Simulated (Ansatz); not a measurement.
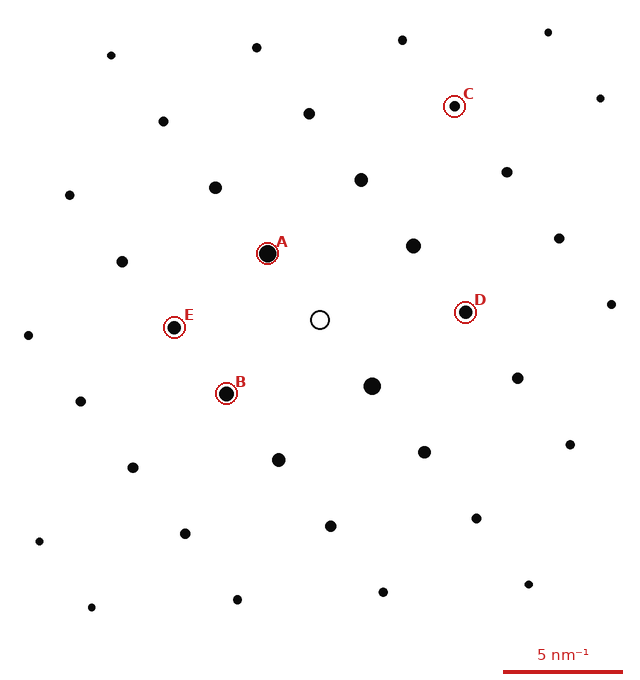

Simulated selected-area electron diffraction pattern (100 kV, kinematic approximation, thin crystal, B = 0.3 Å² for all atoms). The zone axis points towards the electron source and the pattern is seen from the source side.

Dy, space group Im-3m (No. 229), a = 3.98 Å. Structure: the input geometry of an electronic-structure calculation (not necessarily at equilibrium); the starting structure was generated, so it need not be a known form of this composition.

Spot A is indexed -1 1 0 and spot B 0 0 2.

### What are the indices of the remaining marked spots?

C = A − 2B = -1 1 -4 (d = 0.938 Å). D = −A − B = 1 -1 -2 (d = 1.625 Å). E = A + B = -1 1 2 (d = 1.625 Å).

### Give [uvw].

The cross product of A and B is parallel to [110]; every spot obeys hu + kv + lw = 0.
